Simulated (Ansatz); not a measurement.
# Band-structure calculation, with input and output: Al3GaAs4

System: Al3GaAs4 (8 atoms in the cell).
Method: DFT PBE, scalar-relativistic, plane waves, PAW, no spin polarisation (Ansatz 0.2.0).

The structure was made by a generator, so it may or may not be a known phase. Figures and captions count atoms from 1; the log counts them from 0 in places.

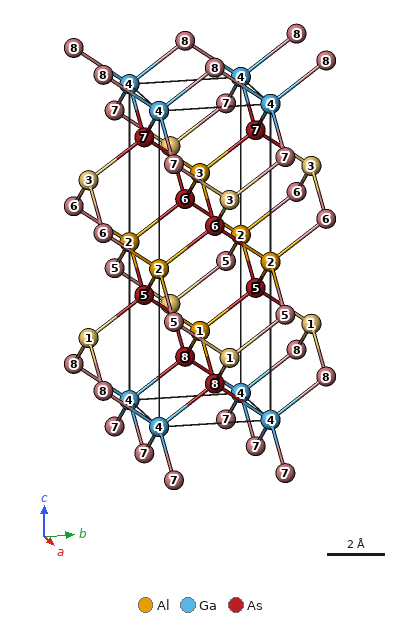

Figure 1. The input geometry (ball-and-stick view of the cell of the calculation, seen slightly off an axis; neighbours outside the cell are drawn fainter; atoms are numbered from 1 in the order of the input).

The input
```yaml
crystal:
  lattice:
    - [4.055481264, 0.0, 0.0]
    - [0.0, 4.055481264, 0.0]
    - [0.0, 0.0, 11.4558317532]
  atoms:
    - { symbol: Al, position: [0.5, 0.5, 0.2502373507] }
    - { symbol: Al, position: [0.0, 0.0, 0.5] }
    - { symbol: Al, position: [0.5, 0.5, 0.7497626493] }
    - { symbol: Ga, position: [0.0, 0.0, 0.0] }
    - { symbol: As, position: [0.5, 0.0, 0.3751053182] }
    - { symbol: As, position: [0.0, 0.5, 0.6248946818] }
    - { symbol: As, position: [0.5, 0.0, 0.8741314296] }
    - { symbol: As, position: [0.0, 0.5, 0.1258685704] }
basis:
  ecutwfc: 420
kpoints:
  mp_grid: { grid: [8, 8, 4] }
  band_path:
    path:
      - [[0.0, 0.0, 0.0], [0.0, 0.5, 0.0], [0.5, 0.5, 0.0], [0.0, 0.0, 0.0], [0.0, 0.0, 0.5], [0.0, 0.5, 0.5], [0.5, 0.5, 0.5], [0.0, 0.0, 0.5]]
      - [[0.0, 0.5, 0.0], [0.0, 0.5, 0.5]]
      - [[0.5, 0.5, 0.0], [0.5, 0.5, 0.5]]
    npoints: 14
hamiltonian:
  xc: pbe
scf:
  occupations: { method: gaussian, width: 0.02 }
  n_extra_bands: 20
output:
  forces: true
  stress: true
  eigenvalues: true
  populations: true
  dos: { projected: true, de: 0.02, nscf_kmesh: { grid: [12, 12, 6] } }
  bader: true
  write_density: true
  write_potential: true
  elf: true
  volumetric_format: npy
```

Command:
```bash
ansatz run input.yaml --threads 1 --pin off --max-ram 2560MiB --backend cpu --events-out ev --progress --plain --runs-dir out
```

Log
```
scf.n_extra_bands = 20 over 41 filled bands (N_el = 82.0): the run solves 61 bands
Engine: ansatz 0.2.0, aarch64-unknown-linux-gnu
Pseudopotentials: kind: paw
Pseudopotential: Al, paw, valence charge 3, recommended cutoff 420 eV (normal), Al.paw.azcp
Pseudopotential: Ga, paw, valence charge 13, recommended cutoff 420 eV (normal), Ga.paw.azcp
Pseudopotential: As, paw, valence charge 15, recommended cutoff 420 eV (normal), As.paw.azcp
Functional definition: PBE
  parameter kappa = 0.804
  parameter beta = 0.06672455060314922
  exchange = pbe_x(kappa = kappa, mu = beta*pi^2/3)
  correlation = pbe_c(beta = beta)
Crystal: 8 atoms, lattice volume = 188.413 Å³
Basis set: ecut = 420 eV, 3679 PW (Γ), exchange–correlation on 60×60×160 points (8 copies of the dense FFT grid, shifted against one another)
Bands: 61, of which v1, the nominal top of the filled ones, is band 41 counted from 1 (40 counted from 0)
Symmetry: 8 space group operations
Space group: P-4m2 (ITA 115), of the structure as read, at distance tolerance 5.7e-5 Å
k-points: 45 of 256 (time reversal used)
Non-local potential: Al, projectors of the file, l = 0: 2, l = 1: 2, l = 2: 1
Non-local potential: Ga, projectors of the file, l = 0: 2, l = 1: 2, l = 2: 3, l = 3: 1
Non-local potential: As, projectors of the file, l = 0: 2, l = 1: 2, l = 2: 3, l = 3: 1
PAW form: soft (Blöchl's): semilocal exchange-correlation on the pseudo side does not see the compensation charge
PAW one-centre angular grid: Al, 110 points (default); XC on 64 Gauss nodes
PAW one-centre angular grid: Ga, 590 points (default); XC on 64 Gauss nodes
PAW one-centre angular grid: As, 590 points (default); XC on 64 Gauss nodes
Initial density: superposition of atomic densities (neutral atoms: chi_scale 0, normalization atom), corrected by the library's trained network
Initial wavefunctions: pseudopotential atomic-orbital guess
Functional: x = pbe(κ = 0.804, μ = 0.2195149727645171), c = pbe(β = 0.06672455060314922)
SCF iter   1: F=—  HF=-24823.693671 eV  |F-HF|=—  |Δ(HF+E_count)|=         —  Δρ=1.80e-3  dr2=1.18e-2  ethr=1.77e-3  ⟨swp⟩=6.0  Hψ=11464  notcnv=0  defer=119
preconditioner: auto → Resta (q_TF=auto, 2.375 Å⁻¹)  ε∞=2.9  [insulator: Δε(μ)=1.260 eV  Ē_g=12.827 eV  σ=0.020 eV  W_gap=1.00  n_scr=48 (ndim 8)  ℏωp=17.5 eV  f_vac=0.025  D(μ)=0.00/eV (n_scr^D=0)  ε∞_Penn≈2.9]
SCF iter   2: F=—  HF=-24823.689877 eV  |F-HF|=—  |Δ(HF+E_count)|=   3.79e-3  Δρ=8.63e-4  dr2=2.51e-3  ethr=1.44e-5  ⟨swp⟩=2.0  Hψ=4413  notcnv=0  defer=627
SCF iter   3: F=—  HF=-24823.689781 eV  |F-HF|=—  |Δ(HF+E_count)|=   9.63e-5  Δρ=4.26e-4  dr2=3.12e-4  ethr=3.06e-6  ⟨swp⟩=2.0  Hψ=3317  notcnv=0  defer=627
SCF iter   4: F=—  HF=-24823.689621 eV  |F-HF|=—  |Δ(HF+E_count)|=   1.60e-4  Δρ=1.48e-4  dr2=6.83e-5  ethr=3.81e-7  ⟨swp⟩=2.0  Hψ=3057  notcnv=0  defer=627
SCF iter   5: F=—  HF=-24823.689758 eV  |F-HF|=—  |Δ(HF+E_count)|=   1.37e-4  Δρ=4.26e-5  dr2=6.69e-6  ethr=8.33e-8  ⟨swp⟩=2.1  Hψ=2988  notcnv=0  defer=627
SCF iter   6: F=—  HF=-24823.689763 eV  |F-HF|=—  |Δ(HF+E_count)|=   4.56e-6  Δρ=2.10e-5  dr2=1.74e-6  ethr=8.16e-9  ⟨swp⟩=2.0  Hψ=3963  notcnv=0  defer=627
SCF iter   7: F=-24823.689764 eV  HF=-24823.689764 eV  |F-HF|=1.13e-7  |Δ(HF+E_count)|=   1.27e-6  Δρ=5.80e-6  dr2=4.89e-8  ethr=1.22e-10  ⟨swp⟩=13.3  Hψ=19343  notcnv=0
SCF 1 converged in 7 iterations: F = -24823.689764 eV  dr2 = 4.89e-8
  greatest PAW one-centre occupation: 0.999 electrons in one spin orbital (limit 2), on the As atom at site 6 (counted from 0), in its partial waves of l = 2
NSCF: frozen V_eff on 129 k-points
NSCF: frozen V_eff on 112 k-points
SCF converged after 7 iterations
Free energy (F): -24823.689764 eV
Harris-Foulkes:  -24823.689764 eV  (|F-HF|=1.13e-7)
Internal energy: -24823.689764 eV  (E = F + TS)
E sigma→0 (E₀):  -24823.689764 eV
Fermi energy:    7.011669 eV
--- Per-component energies (eV) ---
  E_band       = -1153.901681
  E_kinetic    = 595.475954
  E_local      = -11189.788885  (includes V_loc(G=0)·N_el)
  E_nonlocal   = -2225.668316
  E_hartree    = 5811.887236
  E_xc         = -503.661301
  E_vxc        = -460.025438  (∫ρ·V_xc dr)
  E_paw        = -10733.812971  (= ΣΔE_a)
  E_vpaw       = 502.339485  (= ΣTr[D̂ρ^β])
  E_aug_tail   = -0.000091  (compensation charges beyond the density's cutoff)
  E_ewald      = -6578.121391
  E_smearing   = -0.000000  (= −TS)
  E_closure    = 0.000000  (closes the sum)
  Σ components = -24823.689764   (vs F -24823.689764, Δ=0.00e0)
--- Forces (eV/Å), atoms counted from 1 ---
  atom   1  Al    -0.00000000     0.00000000     0.00133123
  atom   2  Al    -0.00000000     0.00000000     0.00000000
  atom   3  Al    -0.00000000     0.00000000    -0.00133123
  atom   4  Ga    -0.00000000     0.00000000     0.00000000
  atom   5  As     0.00000000     0.00000000    -0.00019669
  atom   6  As     0.00000000     0.00000000     0.00019669
  atom   7  As     0.00000000     0.00000000    -0.00114213
  atom   8  As     0.00000000     0.00000000     0.00114213
  max |Σ_I F_I| component: 5.15e-18 eV/Å
--- Stress (GPa, compression-positive) ---
       -0.004499       0.000000      -0.000000
        0.000000      -0.004499       0.000000
       -0.000000       0.000000       0.004811
  P = ⅓ Tr σ = -0.0014 GPa (-0.014 kbar)
--- Band table (eV; the first three rows and the last of 45) ---
  k-point 0: bands = ["-28.2501", "-28.2501", "-28.2496", "-28.2494", "-28.2289", "-28.2285", "-28.2250", "-28.2250", "-28.2186", "-28.2186", "-28.1153", "-28.1150", "-28.1148", "-28.1148", "-28.1140", "-28.1140", "-28.1064", "-28.1061", "-28.1052", "-28.1048", "-8.0891", "-8.0205", "-8.0205", "-7.9837", "-7.9678", "-5.4883", "-4.7591", "-4.6422", "-3.5129", "0.7204", "2.7943", "3.1844", "4.1731", "4.1731", "4.9654", "4.9654", "5.0521", "5.0521", "6.3629", "6.3773", "6.3773", "7.6459", "7.8912", "8.5387", "8.7776", "8.9269", "9.9264", "9.9601", "10.4806", "10.4818", "10.4818", "12.8845", "12.8845", "13.1288", "13.1288", "13.4764", "13.7371", "14.7568", "15.3871", "15.6006", "16.2738"]
  k-point 1: bands = ["-28.2501", "-28.2501", "-28.2496", "-28.2494", "-28.2289", "-28.2285", "-28.2250", "-28.2250", "-28.2186", "-28.2186", "-28.1153", "-28.1150", "-28.1148", "-28.1148", "-28.1140", "-28.1140", "-28.1064", "-28.1061", "-28.1052", "-28.1048", "-8.0891", "-8.0205", "-8.0205", "-7.9837", "-7.9678", "-5.4417", "-5.0212", "-4.3242", "-3.6339", "0.8935", "2.1662", "3.8946", "4.2276", "4.2276", "4.6551", "4.6551", "5.4238", "5.4238", "5.7859", "6.2330", "6.2330", "7.8806", "8.2322", "8.4733", "8.6909", "9.3326", "9.4570", "10.0083", "10.3022", "10.7026", "10.7026", "12.0859", "12.0859", "13.2903", "13.9866", "13.9866", "14.5141", "14.9900", "15.1089", "15.4207", "15.9196"]
  k-point 2: bands = ["-28.2501", "-28.2501", "-28.2496", "-28.2494", "-28.2289", "-28.2285", "-28.2250", "-28.2250", "-28.2186", "-28.2186", "-28.1153", "-28.1150", "-28.1148", "-28.1148", "-28.1140", "-28.1140", "-28.1063", "-28.1061", "-28.1052", "-28.1048", "-8.0891", "-8.0205", "-8.0205", "-7.9837", "-7.9678", "-5.3513", "-5.2021", "-3.9911", "-3.8947", "1.2065", "1.6610", "4.3700", "4.3700", "4.4123", "4.4123", "4.6669", "5.0108", "5.7790", "5.7790", "5.9508", "5.9508", "7.9719", "8.2448", "8.7414", "8.9683", "9.2792", "9.4994", "9.8664", "9.8726", "11.2139", "11.2139", "11.3618", "11.3618", "13.8022", "14.0154", "14.8457", "14.8457", "15.1317", "15.1317", "15.4607", "15.4636"]
  k-point 44: bands = ["-28.2510", "-28.2498", "-28.2481", "-28.2481", "-28.2292", "-28.2292", "-28.2258", "-28.2249", "-28.2175", "-28.2175", "-28.1155", "-28.1151", "-28.1141", "-28.1141", "-28.1132", "-28.1132", "-28.1058", "-28.1058", "-28.1053", "-28.1053", "-8.0690", "-8.0690", "-7.9988", "-7.9861", "-7.9708", "-3.5454", "-3.5454", "-3.4544", "-3.4544", "0.1709", "1.0989", "1.1008", "1.1357", "3.6548", "3.6856", "3.6966", "3.7699", "3.8381", "3.8381", "3.8459", "3.8459", "8.7896", "8.7896", "9.0495", "9.0495", "9.1427", "9.6225", "9.6410", "9.9358", "14.2024", "14.2024", "14.4576", "14.4576", "14.7106", "14.8041", "14.9406", "15.1326", "16.5423", "16.5630", "16.5679", "17.4450"]
--- Löwdin populations: 8 sites ---
  site symbol       q [e]
     0     Al      2.6161
     1     Al      2.6094
     2     Al      2.6161
     3     Ga     12.9267
     4     As     15.3402
     5     As     15.3402
     6     As     15.1789
     7     As     15.1789
  spilling = 0.002359 (of n_electrons = 82.000000)
--- Bader charges: 8 sites ---
  site symbol  charge [e]  shift [e]
     0     Al      1.9453     0.0012
     1     Al      1.9458     0.0013
     2     Al      1.9453     0.0012
     3     Ga      0.6896     0.0000
     4     As     -1.9448     0.0013
     5     As     -1.9448     0.0013
     6     As     -1.3182     0.0005
     7     As     -1.3182     0.0005
  estimated error of the sums over rays = 3.8e-4 e
```

File bader_charges.tsv
```
# site	symbol	x_ang	y_ang	z_ang	partial_charge_e	electrons	volume_ang3	relative_density_drop	shared_charge_e	partial_wave_shift_e
# quadrature_error_electrons = 3.8e-4
0	Al	2.0277	2.0277	2.8667	1.94525	11.05475	8.53	-	1.94525	0.00119
1	Al	0.0000	0.0000	5.7279	1.94576	11.05424	8.53	-	1.94576	0.00129
2	Al	2.0277	2.0277	8.5892	1.94525	11.05475	8.53	-	1.94525	0.00119
3	Ga	0.0000	0.0000	0.0000	0.68964	30.31036	17.72	-	0.68964	0.00005
4	As	2.0277	0.0000	4.2971	-1.94478	34.94478	38.54	-	-1.94478	0.00129
5	As	0.0000	2.0277	7.1587	-1.94479	34.94479	38.54	-	-1.94479	0.00129
6	As	2.0277	0.0000	10.0139	-1.31816	34.31816	34.00	-	-1.31816	0.00053
7	As	0.0000	2.0277	1.4419	-1.31816	34.31816	34.00	-	-1.31816	0.00053
```

File populations.tsv
```
# site	symbol	l	j	q
# orbitals = lowdin
# n_electrons = 82.000000
# spilling = 0.002359
0	Al	0_3S	-	0.904903
0	Al	1_3P	-	1.711200
1	Al	0_3S	-	0.902307
1	Al	1_3P	-	1.707058
2	Al	0_3S	-	0.904903
2	Al	1_3P	-	1.711200
3	Ga	0_4S	-	1.140565
3	Ga	1_4P	-	1.796926
3	Ga	2_3D	-	9.989182
4	As	0_4S	-	1.475654
4	As	1_4P	-	3.867945
4	As	2_3D	-	9.996641
5	As	0_4S	-	1.475654
5	As	1_4P	-	3.867945
5	As	2_3D	-	9.996641
6	As	0_4S	-	1.479719
6	As	1_4P	-	3.702277
6	As	2_3D	-	9.996922
7	As	0_4S	-	1.479719
7	As	1_4P	-	3.702277
7	As	2_3D	-	9.996922
```

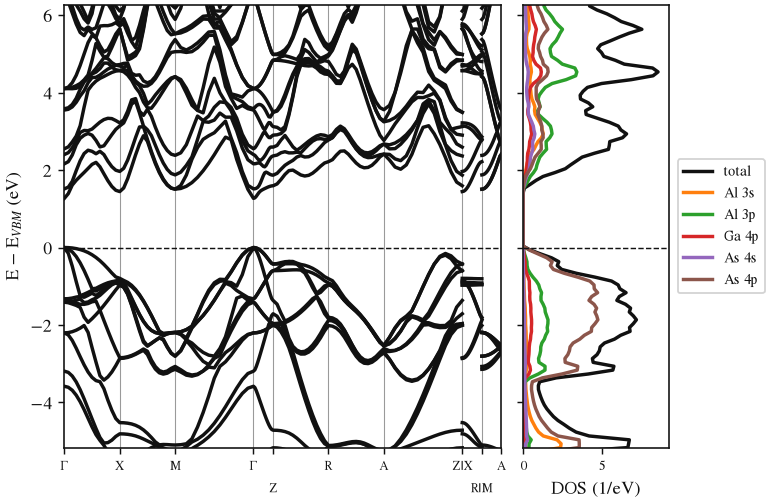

Figure 2. Band structure along Γ–X–M–Γ–Z–R–A–Z|X–R|M–A and density of states (projected on Löwdin-orthogonalised atomic shells), with energies from the valence-band top. There is a gap of 1.27 eV on this path, direct, at Γ.

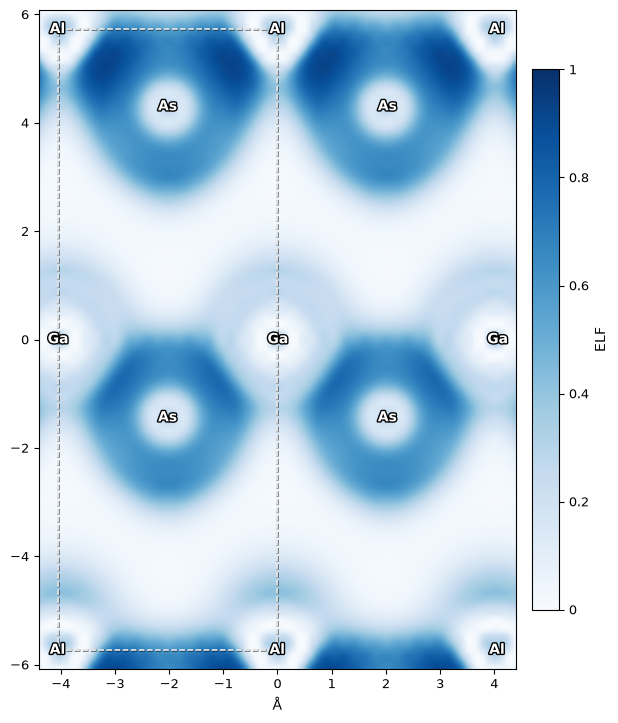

Figure 3. ELF on the (010) plane of the conventional cell. The section cuts through Al, Ga and As sites. Al–As (2.48 Å): the ELF peaks at about 0.95 between the atoms, as expected for localised, shared-pair bonding. The strong features right at Ga lie inside the PAW spheres (semicore, d or f shells) and say nothing about bonding. Core electrons are frozen (PAW), so the fields are smoothed inside the atomic spheres.

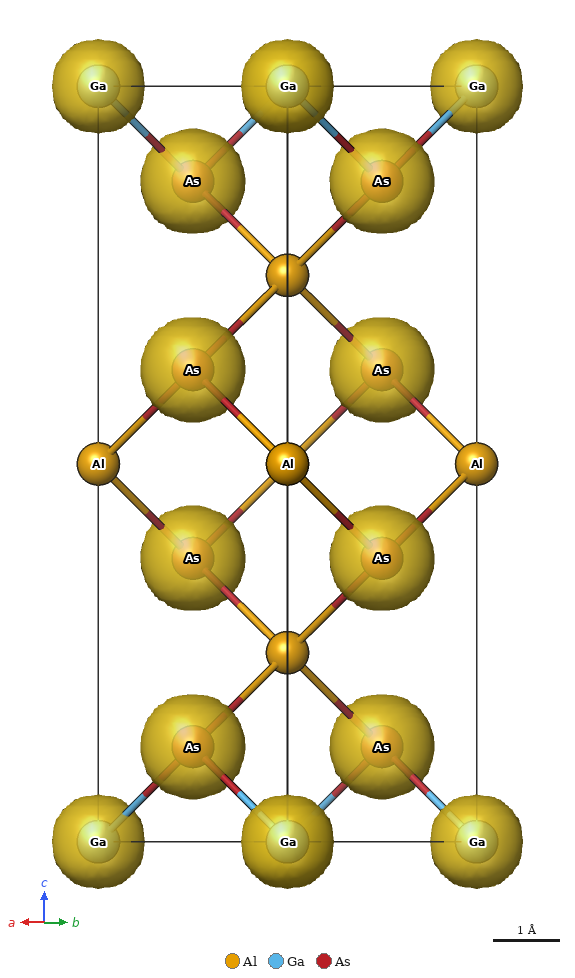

Figure 4. Isosurface of the valence charge density (pseudo) at 1 e/Å³ (yellow), seen along [110]. Sticks mark near contacts. The outline is the cell set on symmetry axes. At this value the density breaks into separate islands; it holds about 65 % of the electrons treated as valence (semicore included). It is pinched off along the Al–As (2.48 Å) and Ga–As (2.49 Å) contacts. On the grid the lowest density along these lines, outside the cores, is 0.34 e/Å³ (Al–As, 2.48 Å) and 0.45 e/Å³ (Ga–As, 2.49 Å).

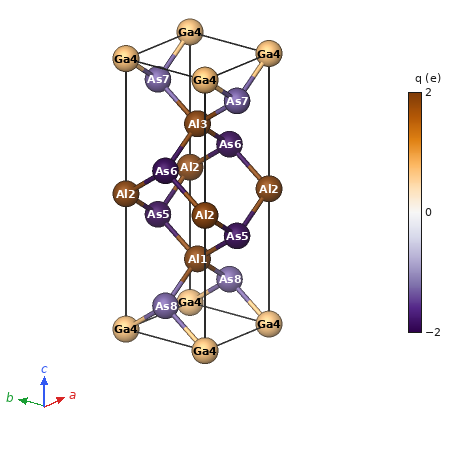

Figure 5. Bader charges, as the colour of each atom (ball-and-stick view of the cell of the calculation, seen at an oblique angle; atoms are numbered from 1 in the order of the input). By element: Al +1.95, Ga +0.69 and As −1.94 to −1.32 e.

Key numbers

```tsv
quantity	value
outcome	converged
space group (tolerance 0.01 Å)	P-4m2 (115)
electrons treated	82
free energy	−24823.6898 eV
Fermi energy	7.012 eV
gap on the k-point mesh	1.27 eV
gap on the band path	1.27 eV
pressure	0.00 GPa
largest force (length of the vector)	0.001 eV/Å
hardware	1 thread of Arm Neoverse V2, 24 GiB of memory available, shared host
wall time	5 min
peak memory	1 GiB
```
